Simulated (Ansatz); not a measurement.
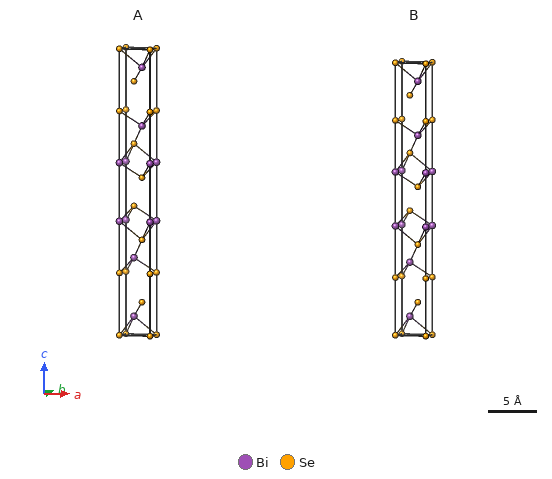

Two geometries of crystalline Bi₂Se₃ (set up in R-3m), drawn at one scale. One is the start of a relaxation, the other its converged end. Style: ball-and-stick. Shown: the conventional cell (3 times the calculation's cell), from a free direction. Lengths and directions refer to the drawn axes.

The calculation used Ansatz 0.2.0, Kohn-Sham DFT of a periodic cell, r2SCAN, Ansatz PAW. Settings: plane-wave cutoff 500 eV; k-point mesh 8 × 8 × 8; occupations fermi-dirac; smearing width 0.05 eV; no spin polarisation; cell and atoms relaxed; force threshold 0.01 eV/Å; at most 40 steps.

### Which one is relaxed?

Structure A is the relaxed one. The run lets cell and atoms move. The energy falls by 9.8 meV per atom in 4 accepted moves (5 points after the start). Largest force component: 0.08 eV/Å at the start, 0.0038 eV/Å at the end. The pressure goes from 1.40 to 0.03 GPa. The SCF was repeated once at an unchanged geometry on a basis and grid sized afresh for the cell, which shifted the energy by 0.2 meV per atom at most. The largest moves relative to the cell, 0.17 Å, are those of Se atoms. Largest moves by element: Se 0.17 Å, Bi 0.09 Å. The volume changes by +6.2 %, with a = b 4.143 → 4.164 Å (+0.5 %), c 28.636 → 30.109 Å (+5.1 %). Among the contacts that change: Bi–Se 3.075 → 3.091 Å, Bi–Se 2.851 → 2.859 Å. The space group stays R-3m (No. 166). Cost: 2.5 min on 2 threads of Arm Neoverse V2 (shared host), peak memory 1 GiB.

Limits of the set-up: layers or molecules are held without a dispersion correction, so their spacing is unreliable.
